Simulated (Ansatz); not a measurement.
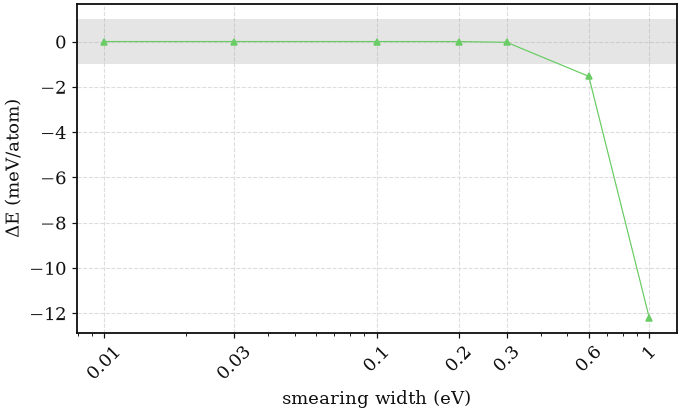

Scan of the smearing width.
Si (Fd-3m, 2 atoms in the cell); DFT, r2SCAN, plane waves (500 eV) with PAW, scalar-relativistic in Ansatz 0.2.0; 10×10×10 k-mesh, Gaussian smearing.
ΔE is the free energy less its value at the smallest setting, 0.01 eV.
Dashed lines or grey bands mark the tolerance: 1 meV/atom.

### What is enough for the free energy to 1 meV/atom?

The free energy is within 1 meV/atom of the smallest setting's value from 0.3 eV down. It is off by −12 meV/atom at 1 eV and −1.5 meV/atom at 0.6 eV. The free energy falls with the width because it holds the −TS term of the fractional occupations.
